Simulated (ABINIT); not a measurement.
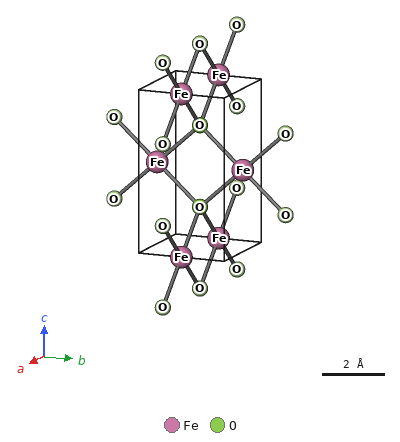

The structure as given in the input (ball-and-stick view of the cell of the calculation, seen slightly off an axis; neighbours outside the cell are drawn fainter). An atom can appear more than once, as a periodic image.

## Run report: FeO, hubbard response calculation (part 1 of 3)

FeO (4 atoms in the cell), computed with Kohn-Sham DFT of a periodic cell, PBEsol, DFT+U, Ansatz PAW PBE default generated set, frozen core, spin-polarised (ABINIT 10.8.3).

The structure derives from a Materials Project entry.

### Output
```
.Version 10.8.3 of ABINIT
 DATASET    1 : space group P1 (#  1); Bravais aP (primitive triclinic)
================================================================================
 Values of the parameters that define the memory need for DATASET  1.
     intxc =       0    ionmov =       0      iscf =      17    lmnmax =      31
     lnmax =       9     mgfft =      40  mpssoang =       4    mqgrid =    3001
     natom =       4  nloc_mem =       2    nspden =       2   nspinor =       1
    nsppol =       2      nsym =       1    n1xccc =       1    ntypat =       2
    occopt =       3   xclevel =       2
       mpw =        1056          nfft =       23040          nkpt =          20
 PAW method is used; the additional fine FFT grid is defined by:
   mgfftf=        54    nfftf =     48600
================================================================================
================================================================================

 DATASET    2 : space group P1 (#  1); Bravais aP (primitive triclinic)
================================================================================
 Values of the parameters that define the memory need for DATASET  2.
     intxc =       0    ionmov =       0      iscf =      17    lmnmax =      31
     lnmax =       9     mgfft =      40  mpssoang =       4    mqgrid =    3001
     natom =       4  nloc_mem =       2    nspden =       2   nspinor =       1
    nsppol =       2      nsym =       1    n1xccc =       1    ntypat =       2
    occopt =       3   xclevel =       2
       mpw =        1056          nfft =       23040          nkpt =          20
 PAW method is used; the additional fine FFT grid is defined by:
   mgfftf=        54    nfftf =     48600
================================================================================
================================================================================

--------------------------------------------------------------------------------
------------- Echo of variables that govern the present computation ------------
--------------------------------------------------------------------------------
 -outvars: echo values of preprocessed input variables --------
            acell      1.0000000000E+00  1.0000000000E+00  1.0000000000E+00 Bohr
              amu      5.58470000E+01  1.59994000E+01
         atvshift1      -0.00367   -0.00367   -0.00367   -0.00367   -0.00367
                        -0.00367   -0.00367   -0.00367   -0.00367   -0.00367
                         0.00000    0.00000    0.00000    0.00000    0.00000
                         0.00000    0.00000    0.00000    0.00000    0.00000
                         0.00000    0.00000    0.00000    0.00000    0.00000
                         0.00000    0.00000    0.00000    0.00000    0.00000
                         0.00000    0.00000    0.00000    0.00000    0.00000
                         0.00000    0.00000    0.00000    0.00000    0.00000
         atvshift2       0.00367    0.00367    0.00367    0.00367    0.00367
                         0.00367    0.00367    0.00367    0.00367    0.00367
                         0.00000    0.00000    0.00000    0.00000    0.00000
                         0.00000    0.00000    0.00000    0.00000    0.00000
                         0.00000    0.00000    0.00000    0.00000    0.00000
                         0.00000    0.00000    0.00000    0.00000    0.00000
                         0.00000    0.00000    0.00000    0.00000    0.00000
                         0.00000    0.00000    0.00000    0.00000    0.00000
           diemix      4.50000000E-01
        dmatpuopt           3
             ecut      1.60000000E+01 Hartree
           irdwfk           1
              ixc     -116133
           jdtset        1    2
           kptopt           2
         kptrlatt        4    0    0      0    4    0      0    0    2
          kptrlen      2.06517265E+01
            lpawu           2      -1
         macro_uj        1
            natom           4
            nband          28
        natvshift        5
           ndtset           2
            ngfft          24      24      40
          ngfftdg          30      30      54
             nkpt          20
           nspden           2
           nsppol           2
            nstep         120
             nsym           1
           ntypat           2
           occopt           3
        pawecutdg      3.20000000E+01 Hartree
          pawovlp      3.0000000000E+01
           pawujv1    -3.6749322176E-03 Hartree
           pawujv2     3.6749322176E-03 Hartree
         pawxcdev           0
           prtden           0
        prtebands           0
           prteig           0
            prtwf           0
            rprim      5.7559016893E+00  0.0000000000E+00  0.0000000000E+00
                       0.0000000000E+00  5.7559016893E+00  0.0000000000E+00
                       0.0000000000E+00  0.0000000000E+00  1.0325863235E+01
          spgroup           1
           spinat      0.0000000000E+00  0.0000000000E+00  3.0000000000E+00
                       0.0000000000E+00  0.0000000000E+00 -3.0000000000E+00
                       0.0000000000E+00  0.0000000000E+00  0.0000000000E+00
                       0.0000000000E+00  0.0000000000E+00  0.0000000000E+00
           tolvrs      1.00000000E-09
           tsmear      1.83747000E-03 Hartree
            typat      1  1  2  2
          usepawu           1
           useylm           1
           xangst      1.5229460001E+00  0.0000000000E+00  2.7321057517E+00
                       0.0000000000E+00  1.5229460001E+00  0.0000000000E+00
                       1.5229460001E+00  1.5229460001E+00  1.3660528758E+00
                       1.5229460001E+00  1.5229460001E+00  4.0981586275E+00
            xcart      2.8779508446E+00  0.0000000000E+00  5.1629316177E+00
                       0.0000000000E+00  2.8779508446E+00  0.0000000000E+00
                       2.8779508446E+00  2.8779508446E+00  2.5814658088E+00
                       2.8779508446E+00  2.8779508446E+00  7.7443974265E+00
             xred      5.0000000000E-01  0.0000000000E+00  5.0000000000E-01
                       0.0000000000E+00  5.0000000000E-01  0.0000000000E+00
                       5.0000000000E-01  5.0000000000E-01  2.5000000000E-01
                       5.0000000000E-01  5.0000000000E-01  7.5000000000E-01
            znucl       26.00000    8.00000

================================================================================

 chkinp: Checking input parameters for consistency, jdtset=   1.

 chkinp: Checking input parameters for consistency, jdtset=   2.

================================================================================
== DATASET  1 ==================================================================

--- !DatasetInfo
iteration_state: {dtset: 1, }
dimensions: {natom: 4, nkpt: 20, mband: 28, nsppol: 2, nspinor: 1, nspden: 2, mpw: 1056, }
cutoff_energies: {ecut:  16.0, pawecutdg:  32.0, }
electrons: {nelect:   4.40000000E+01, charge:   0.00000000E+00, occopt:   3.00000000E+00, tsmear:   1.83747000E-03, }
meta: {optdriver: 0, ionmov: 0, optcell: 0, iscf: 17, paral_kgb: 0, }
...

 Real(R)+Recip(G) space primitive vectors, cartesian coordinates (Bohr,Bohr^-1):
 R(1)=  5.7559017  0.0000000  0.0000000  G(1)=  0.1737347  0.0000000  0.0000000
 R(2)=  0.0000000  5.7559017  0.0000000  G(2)=  0.0000000  0.1737347  0.0000000
 R(3)=  0.0000000  0.0000000 10.3258632  G(3)=  0.0000000  0.0000000  0.0968442
 Unit cell volume ucvol=  3.4210002E+02 bohr^3
 Angles (23,13,12)=  9.00000000E+01  9.00000000E+01  9.00000000E+01 degrees

 Coarse grid specifications (used for wave-functions):

 getcut: wavevector=  0.0000  0.0000  0.0000  ngfft=  24  24  40
         ecut(hartree)=     16.000   => boxcut(ratio)=   2.15134

 Fine grid specifications (used for densities):

 getcut: wavevector=  0.0000  0.0000  0.0000  ngfft=  30  30  54
         ecut(hartree)=     32.000   => boxcut(ratio)=   2.04676

--- Pseudopotential description ------------------------------------------------
- pspini: atom type   1  psp file is ./Fe.GGA_PBE-ansatz.xml
 Pseudopotential format is: paw10
 basis_size (lnmax)=  9 (lmn_size= 31), orbitals=   0   0   0   1   1   2   2   2   3
 Spheres core radius: rc_sph= 2.63805767
 Shapefunction is NUMERIC type: directly read from atomic data file
 Radius for shape functions =  2.63805767
 Compensation charge density is not taken into account in XC energy/potential

- pspini: atom type   2  psp file is ./O.GGA_PBE-ansatz.xml
 Pseudopotential format is: paw10
 basis_size (lnmax)=  5 (lmn_size= 13), orbitals=   0   0   1   1   2
 Spheres core radius: rc_sph= 1.79523982
 Shapefunction is NUMERIC type: directly read from atomic data file
 Radius for shape functions =  1.79523982
 Compensation charge density is not taken into account in XC energy/potential

   2.59198358E+03                                ecore*ucvol(ha*bohr**3)
--------------------------------------------------------------------------------

-inwffil : will read wavefunctions from disk file runi_DS1_WFK

 ******************************************
 DFT+U Method used: FLL
 ******************************************

================================================================================

--- !BeginCycle
iteration_state: {dtset: 1, }
solver: {iscf: 17, nstep: 120, nline: 4, wfoptalg: 10, }
tolerances: {tolvrs: 1.00E-09, }
...

     iter   Etot(hartree)      deltaE(h)  residm     nres2   difmagsph maxmagsph
 ETOT  1  -280.88556509169    -2.809E+02 2.505E-06 2.471E-01 3.454E+00 3.454E+00
 ETOT  2  -280.88983418739    -4.269E-03 8.379E-05 6.164E+00 3.323E-01 3.583E+00
 ETOT  3  -280.88535628166     4.478E-03 1.036E-03 1.419E-02 2.948E-01 3.416E+00
 ETOT  4  -280.88540786749    -5.159E-05 4.576E-05 1.065E-03 1.860E-02 3.397E+00
 ETOT  5  -280.88540910215    -1.235E-06 1.215E-06 2.480E-03 7.985E-03 3.394E+00
 ETOT  6  -280.88540854260     5.596E-07 3.723E-07 4.902E-04 2.751E-03 3.396E+00
 ETOT  7  -280.88540852092     2.168E-08 2.181E-07 5.849E-05 1.505E-03 3.398E+00
 ETOT  8  -280.88540863799    -1.171E-07 4.131E-07 4.346E-05 2.623E-04 3.397E+00
 ETOT  9  -280.88540869315    -5.516E-08 5.128E-08 3.013E-06 7.960E-04 3.398E+00
 ETOT 10  -280.88540872472    -3.157E-08 1.375E-07 4.396E-06 2.067E-04 3.398E+00
 ETOT 11  -280.88540875817    -3.346E-08 1.238E-08 1.245E-06 3.425E-04 3.398E+00
 ETOT 12  -280.88540878335    -2.518E-08 4.743E-08 1.614E-06 9.277E-05 3.398E+00
 ETOT 13  -280.88540879100    -7.647E-09 2.865E-09 6.642E-08 1.477E-04 3.398E+00
 ETOT 14  -280.88540879389    -2.891E-09 1.026E-08 2.605E-08 4.522E-06 3.398E+00
 ETOT 15  -280.88540879481    -9.217E-10 1.989E-09 7.811E-08 4.680E-05 3.398E+00
 ETOT 16  -280.88540879483    -1.819E-11 4.037E-09 1.900E-09 2.883E-05 3.398E+00
 ETOT 17  -280.88540879487    -4.115E-11 8.766E-10 3.121E-09 4.774E-06 3.398E+00
 ETOT 18  -280.88540879488    -4.718E-12 1.533E-09 5.258E-10 9.160E-06 3.398E+00

 At SCF step   18       nres2   =  5.26E-10 < tolvrs=  1.00E-09 =>converged.

 Cartesian components of stress tensor (hartree/bohr^3)
  sigma(1 1)=  5.85994017E-04  sigma(3 2)=  1.45560437E-11
  sigma(2 2)=  5.84708885E-04  sigma(3 1)=  8.22520801E-14
  sigma(3 3)=  7.20375841E-04  sigma(2 1)= -1.07076118E-12

--- !ResultsGS
iteration_state: {dtset: 1, }
comment   : Summary of ground state results
lattice_vectors:
- [  5.7559017,   0.0000000,   0.0000000, ]
- [  0.0000000,   5.7559017,   0.0000000, ]
- [  0.0000000,   0.0000000,  10.3258632, ]
lattice_lengths: [   5.75590,    5.75590,   10.32586, ]
lattice_angles: [ 90.000,  90.000,  90.000, ] # degrees, (23, 13, 12)
lattice_volume:   3.4210002E+02
convergence: {deltae: -4.718E-12, res2:  5.258E-10, residm:  1.533E-09, diffor: null, }
etotal    :  -2.80885409E+02
entropy   :   0.00000000E+00
fermie    :   2.03228902E-01
cartesian_stress_tensor: # hartree/bohr^3
- [  5.85994017E-04,  -1.07076118E-12,   8.22520801E-14, ]
- [ -1.07076118E-12,   5.84708885E-04,   1.45560437E-11, ]
- [  8.22520801E-14,   1.45560437E-11,   7.20375841E-04, ]
pressure_GPa:  -1.8546E+01
xred      :
- [  5.0000E-01,   0.0000E+00,   5.0000E-01, Fe]
- [  0.0000E+00,   5.0000E-01,   0.0000E+00, Fe]
- [  5.0000E-01,   5.0000E-01,   2.5000E-01,  O]
- [  5.0000E-01,   5.0000E-01,   7.5000E-01,  O]
cartesian_forces: # hartree/bohr
- [  4.23622572E-08,   4.18860742E-08,   6.25158216E-08, ]
- [  4.67803319E-07,   5.40873654E-08,   4.80937653E-08, ]
- [ -2.55187931E-07,  -4.78530135E-08,  -1.57551475E-04, ]
- [ -2.54977646E-07,  -4.81204261E-08,   1.57440865E-04, ]
force_length_stats: {min:   8.63552662E-08, max:   1.57551689E-04, mean:   7.88881231E-05, }
...

 Integrated electronic and magnetization densities in atomic spheres:
 ------------------------------------------------------------------------------------------------------------
 Radius=ratsph(iatom), smearing ratsm=  0.0000. Diff(up-dn)=approximate z local magnetic moment.
    Atom    Radius    up_density   dn_density  Total(up+dn)  Diff(up-dn)
    1 Fe   2.63806     9.465089     6.085986     15.551075     3.379104
    2 Fe   2.63806     6.072517     9.470301     15.542818    -3.397784
    3  O   1.79524     2.825695     2.825734      5.651430    -0.000039
    4  O   1.79524     2.825695     2.825734      5.651430    -0.000039
```
